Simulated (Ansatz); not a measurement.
# Geometry relaxation, with input and output: Si8C7 (charge +1) (part 2 of 2)

The same run, continued: Si8C7 (defect cell, 15 atoms in the cell, total charge +1); DFT PBE, scalar-relativistic, plane waves, PAW, spin-polarised (Ansatz 0.2.0); cutoff 420 eV, 2×2×2 k-mesh, Gaussian smearing of 0.01 eV, collinear spins. The structure derives from a Materials Project entry. It belongs to a series of runs on one base structure; here: C vacancy (site b), charge +1, atoms relaxed at the host's cell, started again with a moment of 3 μB.

Geometry of the input (Å; fractional positions):
```
0.0000  0.0000  -5.0743
3.0919  -5.3554  0.0000
-6.1839  0.0000  0.0000
Si 0.5154  0.1667  0.3333
Si 0.5017  0.6678  0.3356
Si 0.5017  0.1644  0.8322
Si 0.5017  0.6678  0.8322
Si -0.0017  0.3377  0.1623
Si -0.0017  0.8247  0.1623
Si -0.0017  0.3377  0.6753
Si -0.0021  0.8333  0.6667
C  0.1245  0.6679  0.3357
C  0.1245  0.1643  0.8321
C  0.1245  0.6679  0.8321
C  0.6218  0.3338  0.1662
C  0.6218  0.8324  0.1662
C  0.6218  0.3338  0.6676
C  0.6231  0.8333  0.6667
```

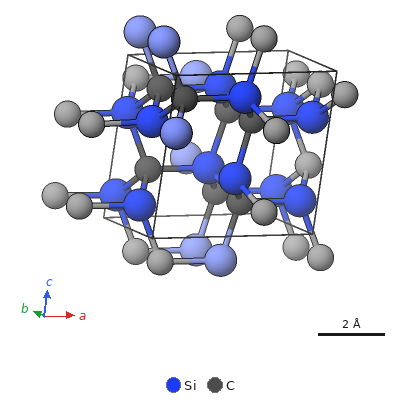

*The geometry at step 2 of the log (ball-and-stick view of the cell of the calculation, seen slightly off an axis; neighbours outside the cell are drawn fainter).*

## What the program printed, continued
```
SCF iter   1: F=—  HF=-6852.454246 eV  |F-HF|=—  |Δ(HF+E_count)|=         —  Δρ=2.25e-4 (↑2.25e-4 ↓1.95e-4)  dr2=3.40e-4  dr2_m=5.81e-6  M=0.500 μB ∫|m|=0.539 μB  β_m=0.30  ethr=1.12e-5  ⟨swp⟩=3.0  Hψ=851  notcnv=0  defer=71
preconditioner: auto → Resta (q_TF=auto, 2.292 Å⁻¹)  ε∞=4.7  [insulator: Δε(μ)=0.256 eV  Ē_g=11.366 eV  σ=0.010 eV  W_gap=0.67  n_scr=26 (ndim 8)  ℏωp=22.0 eV  f_vac=0.000  D(μ)=19.28/eV (n_scr^D=276)  ε∞_Penn≈4.7]
spin=Collinear: Resta preconditioning applied to the charge; magnetization (m = ρ↑ − ρ↓) channel mixes plain (no charge-response kernel on spin).
SCF iter   2: F=—  HF=-6852.454206 eV  |F-HF|=—  |Δ(HF+E_count)|=   3.95e-5  Δρ=1.60e-4 (↑1.60e-4 ↓1.36e-4)  dr2=1.53e-4  dr2_m=3.25e-6  M=0.500 μB ∫|m|=0.539 μB  β_m=0.61  ethr=5.76e-7  ⟨swp⟩=1.0  Hψ=432  notcnv=0  defer=71
SCF iter   3: F=—  HF=-6852.454196 eV  |F-HF|=—  |Δ(HF+E_count)|=   1.06e-5  Δρ=2.76e-5 (↑2.76e-5 ↓2.36e-5)  dr2=3.34e-6  dr2_m=1.51e-7  M=0.500 μB ∫|m|=0.539 μB  β_m=0.74  ethr=2.59e-7  ⟨swp⟩=2.0  Hψ=455  notcnv=0  defer=71
SCF iter   4: F=—  HF=-6852.454242 eV  |F-HF|=—  |Δ(HF+E_count)|=   4.66e-5  Δρ=6.64e-6 (↑6.64e-6 ↓5.31e-6)  dr2=2.23e-7  dr2_m=1.52e-8  M=0.500 μB ∫|m|=0.538 μB  β_m=0.78  ethr=5.67e-9  ⟨swp⟩=2.0  Hψ=491  notcnv=0  defer=71
iter 5 did not close the SCF: its close was put off for a magnetic moment that had not settled (scf_convergence_deferred on its scf_iter line)
SCF iter   5: F=-6852.454242 eV  HF=-6852.454242 eV  |F-HF|=1.04e-8  |Δ(HF+E_count)|=   7.98e-8  Δρ=1.90e-6 (↑1.90e-6 ↓1.73e-6)  dr2=1.13e-8  dr2_m=2.26e-9  M=0.500 μB ∫|m|=0.538 μB  β_m=0.89  ethr=1.69e-10  ⟨swp⟩=13.8  Hψ=2510  notcnv=0
iter 6 did not close the SCF: its close was put off for a magnetic moment that had not settled (scf_convergence_deferred on its scf_iter line)
SCF iter   6: F=-6852.454242 eV  HF=-6852.454242 eV  |F-HF|=5.94e-10  |Δ(HF+E_count)|=   1.56e-8  Δρ=5.24e-7 (↑4.66e-7 ↓5.24e-7)  dr2=9.11e-10  dr2_m=1.92e-10  M=0.500 μB ∫|m|=0.538 μB  β_m=0.95  ethr=1.91e-11  ⟨swp⟩=5.4  Hψ=1824  notcnv=0
SCF iter   7: F=-6852.454242 eV  HF=-6852.454242 eV  |F-HF|=4.46e-11  |Δ(HF+E_count)|=   1.26e-9  Δρ=1.96e-7 (↑1.77e-7 ↓1.96e-7)  dr2=1.82e-10  dr2_m=1.93e-11  M=0.500 μB ∫|m|=0.538 μB  ethr=1.54e-12  ⟨swp⟩=5.0  Hψ=1649  notcnv=0
SCF 4 converged in 7 iterations: F = -6852.454242 eV  dr2 = 1.82e-10
relax step   4: F+E_penalty+E_count = -6852.45424230 eV  Δ(F+E_penalty+E_count) = -6.863e-5 eV  max|allowed force component| = 2.114e-2 eV/Å  Δτ_max = 0.0109 Å  (7 SCF iters, accepted)
SCF converged after 7 iterations
Magnetization: 0.5000 μB (29.7500 up, 29.2500 down)
Absolute magnetization: 0.5399 μB (∫|ρ↑−ρ↓|, with the PAW one-centre terms)
Spin contamination: 0.0018 ħ² per cell (⟨S²⟩ above its minimum at these occupations)
Per-site moments (μB) at R_I (Å): [(-0.0007107775564863354, 0.768629996478644), (0.0013815811296640202, 0.7740727636223176), (0.0013815811296640052, 0.7740727636223181), (0.0013815811296640278, 0.7740727636223175), (0.03186220940797324, 0.7762708957150671), (0.031862209407973165, 0.776270895715067), (0.03186220940797325, 0.7762708957150675), (0.0015460442893087205, 0.7775904419187016), (0.003512183448597801, 0.776270895715067), (0.0035121834485977465, 0.7762708957150671), (0.0035121834485977816, 0.7762708957150674), (0.008087369127611758, 0.768629996478644), (0.008087369127611764, 0.7686299964786452), (0.00808736912761176, 0.7686299964786443), (-0.00021084893837126348, 0.7740727636223175)]
Free energy (F): -6852.454242 eV
Harris-Foulkes:  -6852.454242 eV  (|F-HF|=4.46e-11)
Internal energy: -6852.453278 eV  (E = F + TS)
E sigma→0 (E₀):  -6852.453760 eV
Entropy (-TS):   -0.000964 eV (-0.064 meV/atom)
Fermi energy:    9.566597 eV
--- Per-component energies (eV) ---
  E_band       = 175.973809
  E_kinetic    = 964.123075
  E_local      = -881.120440  (includes V_loc(G=0)·N_el)
  E_nonlocal   = 383.073676
  E_hartree    = 284.011872
  E_xc         = -779.076841
  E_vxc        = -793.301697  (∫ρ·V_xc dr)
  E_paw        = -4795.174527  (= ΣΔE_a)
  E_vpaw       = -64.824804  (= ΣTr[D̂ρ^β])
  E_aug_tail   = 0.000094  (compensation charges beyond the density's cutoff)
  E_ewald      = -2028.290187
  E_smearing   = -0.000964  (= −TS)
  E_closure    = 0.000000  (closes the sum)
  E_deformation_potential = 17.074853  (in the stress; not in F)
  Σ components = -6852.454242   (vs F -6852.454242, Δ=0.00e0)
--- Forces (eV/Å), atoms counted from 1 ---
  atom   1  Si    -0.00000000     0.00000000     0.00866726
  atom   2  Si    -0.00559712    -0.00323150     0.01040597
  atom   3  Si    -0.00000000     0.00646300     0.01040597
  atom   4  Si     0.00559712    -0.00323150     0.01040597
  atom   5  Si    -0.01819344     0.01050399     0.00583440
  atom   6  Si     0.00000000    -0.02100797     0.00583440
  atom   7  Si     0.01819344     0.01050399     0.00583440
  atom   8  Si     0.00000000     0.00000000    -0.02114115
  atom   9  C      0.00519447     0.00299903    -0.00434216
  atom  10  C      0.00000000    -0.00599806    -0.00434216
  atom  11  C     -0.00519447     0.00299903    -0.00434216
  atom  12  C     -0.00579960     0.00334840    -0.00527786
  atom  13  C      0.00000000    -0.00669681    -0.00527786
  atom  14  C      0.00579960     0.00334840    -0.00527786
  atom  15  C      0.00000000     0.00000000    -0.00738321
  max |Σ_I F_I| component: 3.95e-6 eV/Å
--- Charged-cell corrections in eV (Makov–Payne, q = +1.000 e, ε = [10.215, 10.215, 11.384]) ---
  F (periodic)     = -6852.454242  (uncorrected; the corrections below are reported, never added to it)
  E_corr1          = +0.348764  (monopole, q²α_M/2ε̄L, of the cell on which ε is isotropic)
  F Makov-Payne    = -6852.105478  (F + E_corr1; no measured alignment; for a localised charge, not one spread in a band: unchecked)
  no potential alignment in this run, which stands beside a crystal: run the host's input off ansatz write-host-input, and read the two finished runs by ansatz place-levels (neither reads a slab, a wire or a sheet, whose cell leaves a vacuum)
--- Band table (eV; the first three rows and the last of 8) ---
  k-point 0 ↑: bands = ["-6.2957", "-3.2842", "-3.2842", "-3.1981", "-2.4673", "-1.8317", "-1.8317", "0.3596", "0.7063", "1.4605", "1.4605", "2.1762", "3.0635", "3.0635", "3.6207", "3.6207", "4.3324", "5.6125", "5.6994", "5.6994", "5.7844", "6.0839", "6.0839", "7.2440", "7.4646", "7.4646", "7.6634", "8.4165", "8.4165", "10.3412", "11.8714", "11.8714", "11.9565", "12.7017", "12.7017", "13.3567", "13.3567", "13.8054", "14.5830", "15.5928", "15.5928", "15.7495", "16.0489", "16.0489", "16.1117", "16.5308"]
  k-point 1 ↑: bands = ["-5.4441", "-5.1028", "-3.5621", "-3.2586", "-2.2100", "-1.8048", "-1.4654", "1.2792", "1.4019", "1.9287", "2.0431", "2.1983", "3.3439", "3.4902", "3.7663", "3.8957", "4.1900", "4.3102", "4.3347", "5.1690", "5.9792", "5.9993", "6.2764", "6.3963", "6.9003", "7.0554", "7.8557", "8.1659", "8.2335", "9.5197", "10.7143", "11.8261", "12.5433", "12.5727", "13.1280", "13.3104", "14.7645", "15.4304", "15.8733", "15.9752", "16.2389", "16.6128", "16.6377", "16.8615", "16.9056", "16.9862"]
  k-point 2 ↑: bands = ["-5.3688", "-4.9180", "-2.5225", "-2.5225", "-2.4184", "-2.4184", "-2.3758", "0.4742", "0.7263", "0.7263", "0.8382", "1.4746", "1.4746", "2.9813", "4.8910", "5.5408", "6.3469", "6.3469", "6.4238", "6.5037", "6.5234", "6.5234", "6.6082", "6.6082", "7.3482", "7.3530", "7.3530", "8.0683", "8.0683", "11.1236", "11.9896", "11.9896", "12.2584", "12.3572", "12.3572", "12.8901", "12.8901", "13.3048", "14.2361", "14.2361", "14.2542", "14.6471", "14.6471", "14.6874", "14.7834", "16.2634"]
  k-point 3 ↓: bands = ["-4.3819", "-4.3258", "-4.2482", "-3.6492", "-2.6930", "-2.6067", "-2.5344", "0.5499", "1.8112", "1.9019", "2.5716", "2.7680", "3.7866", "4.0430", "4.1849", "4.3121", "4.3701", "4.7217", "5.1858", "5.9808", "6.0072", "6.3490", "6.5625", "6.8695", "6.9293", "7.0229", "7.1851", "7.2060", "7.8024", "9.5636", "10.9480", "11.9246", "13.4695", "13.5856", "13.6821", "13.7874", "13.9034", "14.1330", "14.2257", "15.3835", "15.8936", "16.0177", "16.0275", "16.2033", "16.4396", "16.5205"]
--- Relaxed structure (4 steps of the walk, 4 accepted, 0 SCFs on fresh bases) ---
  F+E_penalty+E_count = -6852.45424230 eV   max|allowed force component| = 2.114e-2 eV/Å
  atoms:
    - { symbol: Si, position: [0.5189814371298593, 0.16666666666666674, 0.33333333333333326] }
    - { symbol: Si, position: [0.5011792954790404, 0.6678942020720512, 0.33578840414410227] }
    - { symbol: Si, position: [0.5011792954790404, 0.16421159585589767, 0.8321057979279487] }
    - { symbol: Si, position: [0.5011792954790404, 0.6678942020720512, 0.8321057979279487] }
    - { symbol: Si, position: [-0.0013457239269855056, 0.3373552766911551, 0.16264472330884483] }
    - { symbol: Si, position: [-0.0013457239269855058, 0.8252894466176895, 0.16264472330884483] }
    - { symbol: Si, position: [-0.0013457239269855058, 0.3373552766911551, 0.6747105533823103] }
    - { symbol: Si, position: [-0.0023066707676246473, 0.8333333333333333, 0.6666666666666665] }
    - { symbol: C, position: [0.12425160492664127, 0.6678640242810108, 0.33572804856202143] }
    - { symbol: C, position: [0.12425160492664127, 0.1642719514379786, 0.8321359757189895] }
    - { symbol: C, position: [0.12425160492664127, 0.6678640242810108, 0.8321359757189893] }
    - { symbol: C, position: [0.6211963530256573, 0.33376031736874984, 0.16623968263125005] }
    - { symbol: C, position: [0.6211963530256573, 0.8324793652625, 0.16623968263125] }
    - { symbol: C, position: [0.6211963530256573, 0.33376031736874984, 0.6675206347374997] }
    - { symbol: C, position: [0.6228989377247045, 0.8333333333333333, 0.6666666666666665] }
--- Löwdin populations: 15 sites ---
  site symbol       q [e]    m [muB]
     0     Si      2.9851    -0.0131
     1     Si      2.8706     0.0055
     2     Si      2.8706     0.0055
     3     Si      2.8706     0.0055
     4     Si      3.1500     0.1431
     5     Si      3.1500     0.1431
     6     Si      3.1500     0.1431
     7     Si      2.8680     0.0081
     8      C      4.9199     0.0037
     9      C      4.9199     0.0037
    10      C      4.9199     0.0037
    11      C      4.9256     0.0106
    12      C      4.9256     0.0106
    13      C      4.9256     0.0106
    14      C      4.9642     0.0003
  spilling = 0.009907 (of n_electrons = 59.000000)
```

## File populations.tsv
```
# site	symbol	l	j	q_up	q_dn
# orbitals = lowdin
# n_electrons = 59.000000
# spilling = 0.009907
0	Si	0_3S	-	0.488266	0.491081
0	Si	1_3P	-	0.997738	1.007983
1	Si	0_3S	-	0.450735	0.449490
1	Si	1_3P	-	0.987323	0.983058
2	Si	0_3S	-	0.450735	0.449490
2	Si	1_3P	-	0.987323	0.983058
3	Si	0_3S	-	0.450735	0.449490
3	Si	1_3P	-	0.987323	0.983058
4	Si	0_3S	-	0.545214	0.502717
4	Si	1_3P	-	1.101341	1.000711
5	Si	0_3S	-	0.545214	0.502717
5	Si	1_3P	-	1.101341	1.000711
6	Si	0_3S	-	0.545214	0.502717
6	Si	1_3P	-	1.101341	1.000711
7	Si	0_3S	-	0.449230	0.446981
7	Si	1_3P	-	0.988839	0.982979
8	C	0_2S	-	0.588511	0.579841
8	C	1_2P	-	1.873272	1.878281
9	C	0_2S	-	0.588511	0.579841
9	C	1_2P	-	1.873272	1.878281
10	C	0_2S	-	0.588511	0.579841
10	C	1_2P	-	1.873272	1.878281
11	C	0_2S	-	0.579652	0.577346
11	C	1_2P	-	1.888414	1.880158
12	C	0_2S	-	0.579652	0.577346
12	C	1_2P	-	1.888414	1.880158
13	C	0_2S	-	0.579652	0.577346
13	C	1_2P	-	1.888414	1.880158
14	C	0_2S	-	0.573537	0.573531
14	C	1_2P	-	1.908704	1.908451
```

## Trajectory as extended XYZ (Å, eV, eV/Å), 4 frames, from step=1 to step=4
```
15
Lattice="0.0000 0.0000 -5.0743 3.0919 -5.3554 0.0000 -6.1839 0.0000 0.0000" Properties=species:S:1:pos:R:3:forces:R:3 step=1 energy=-6852.45310
Si   -1.5460   -0.8926   -2.6152    0.0000   0.0000  -0.0578
Si   -0.0105   -3.5763   -2.5458   -0.0159  -0.0092   0.0311
Si   -4.6379   -0.8804   -2.5458    0.0000   0.0184   0.0311
Si   -3.0814   -3.5763   -2.5458    0.0159  -0.0092   0.0311
Si    0.0402   -1.8083    0.0084   -0.0282   0.0163  -0.0384
Si    1.5460   -4.4164    0.0084    0.0000  -0.0326  -0.0384
Si   -3.1321   -1.8083    0.0084    0.0282   0.0163  -0.0384
Si   -1.5460   -4.4628    0.0106    0.0000   0.0000  -0.0252
C    -0.0111   -3.5767   -0.6319    0.0072   0.0042  -0.0127
C    -4.6379   -0.8798   -0.6319    0.0000  -0.0083  -0.0127
C    -3.0808   -3.5767   -0.6319   -0.0072   0.0042  -0.0127
C     0.0042   -1.7876   -3.1549   -0.0573   0.0331   0.0503
C     1.5460   -4.4580   -3.1549    0.0000  -0.0662   0.0503
C    -3.0962   -1.7876   -3.1549    0.0573   0.0331   0.0503
C    -1.5460   -4.4628   -3.1619    0.0000   0.0000  -0.0079
15
Lattice="0.0000 0.0000 -5.0743 3.0919 -5.3554 0.0000 -6.1839 0.0000 0.0000" Properties=species:S:1:pos:R:3:forces:R:3 step=2 energy=-6852.45370
Si   -1.5460   -0.8926   -2.6162    0.0000   0.0000  -0.0568
Si   -0.0109   -3.5766   -2.5452   -0.0083  -0.0048   0.0115
Si   -4.6379   -0.8800   -2.5452    0.0000   0.0096   0.0115
Si   -3.0810   -3.5766   -2.5452    0.0083  -0.0048   0.0115
Si    0.0383   -1.8072    0.0078   -0.0095   0.0055  -0.0191
Si    1.5460   -4.4186    0.0078    0.0000  -0.0109  -0.0191
Si   -3.1302   -1.8072    0.0078    0.0095   0.0055  -0.0191
Si   -1.5460   -4.4628    0.0093    0.0000   0.0000  -0.0049
C    -0.0105   -3.5763   -0.6317   -0.0041  -0.0024  -0.0103
C    -4.6379   -0.8804   -0.6317    0.0000   0.0047  -0.0103
C    -3.0814   -3.5763   -0.6317    0.0041  -0.0024  -0.0103
C     0.0034   -1.7871   -3.1541   -0.0321   0.0185   0.0368
C     1.5460   -4.4589   -3.1541    0.0000  -0.0371   0.0368
C    -3.0953   -1.7871   -3.1541    0.0321   0.0185   0.0368
C    -1.5460   -4.4628   -3.1628    0.0000   0.0000   0.0049
15
Lattice="0.0000 0.0000 -5.0743 3.0919 -5.3554 0.0000 -6.1839 0.0000 0.0000" Properties=species:S:1:pos:R:3:forces:R:3 step=3 energy=-6852.45417
Si   -1.5460   -0.8926   -2.6225    0.0000   0.0000  -0.0295
Si   -0.0115   -3.5769   -2.5441    0.0042   0.0024  -0.0036
Si   -4.6379   -0.8793   -2.5441    0.0000  -0.0048  -0.0036
Si   -3.0804   -3.5769   -2.5441   -0.0042   0.0024  -0.0036
Si    0.0367   -1.8063    0.0072   -0.0002   0.0001   0.0005
Si    1.5460   -4.4204    0.0072    0.0000  -0.0003   0.0005
Si   -3.1286   -1.8063    0.0072    0.0002   0.0001   0.0005
Si   -1.5460   -4.4628    0.0090    0.0000   0.0000   0.0063
C    -0.0105   -3.5763   -0.6315   -0.0035  -0.0020   0.0021
C    -4.6379   -0.8804   -0.6315    0.0000   0.0041   0.0021
C    -3.0814   -3.5763   -0.6315    0.0035  -0.0020   0.0021
C     0.0026   -1.7866   -3.1526    0.0062  -0.0036   0.0081
C     1.5460   -4.4599   -3.1526    0.0000   0.0071   0.0081
C    -3.0945   -1.7866   -3.1526   -0.0062  -0.0036   0.0081
C    -1.5460   -4.4628   -3.1627    0.0000   0.0000   0.0020
15
Lattice="0.0000 0.0000 -5.0743 3.0919 -5.3554 0.0000 -6.1839 0.0000 0.0000" Properties=species:S:1:pos:R:3:forces:R:3 step=4 energy=-6852.45424
Si   -1.5460   -0.8926   -2.6335    0.0000   0.0000   0.0087
Si   -0.0114   -3.5768   -2.5431   -0.0056  -0.0032   0.0104
Si   -4.6379   -0.8794   -2.5431    0.0000   0.0065   0.0104
Si   -3.0806   -3.5768   -2.5431    0.0056  -0.0032   0.0104
Si    0.0373   -1.8067    0.0068   -0.0182   0.0105   0.0058
Si    1.5460   -4.4197    0.0068    0.0000  -0.0210   0.0058
Si   -3.1292   -1.8067    0.0068    0.0182   0.0105   0.0058
Si   -1.5460   -4.4628    0.0117    0.0000   0.0000  -0.0211
C    -0.0111   -3.5767   -0.6305    0.0052   0.0030  -0.0043
C    -4.6379   -0.8797   -0.6305    0.0000  -0.0060  -0.0043
C    -3.0808   -3.5767   -0.6305   -0.0052   0.0030  -0.0043
C     0.0040   -1.7874   -3.1521   -0.0058   0.0033  -0.0053
C     1.5460   -4.4583   -3.1521    0.0000  -0.0067  -0.0053
C    -3.0959   -1.7874   -3.1521    0.0058   0.0033  -0.0053
C    -1.5460   -4.4628   -3.1608    0.0000   0.0000  -0.0074
```

## Summary

| quantity | value |
| --- | --- |
| outcome | converged |
| electrons treated | 59 |
| free energy | −6852.4542 eV |
| Fermi energy | 9.567 eV |
| gap on the k-point mesh | none (metallic) |
| net moment of the cell | 0.50 μB |
| integrated absolute moment | 0.54 μB |
| final volume | 168.05 Å³ |
| largest force (length of the vector) at the end | 0.022 eV/Å |
| hardware | 4 threads of Intel Xeon Gold (Sapphire Rapids), 64 GiB of memory available, shared host |
| wall time | 3.5 s (CPU time 12 s) |
| peak memory | 0.53 GiB |

## Notes

The k-point mesh is coarse for a cell of this size, so the results may not be converged.
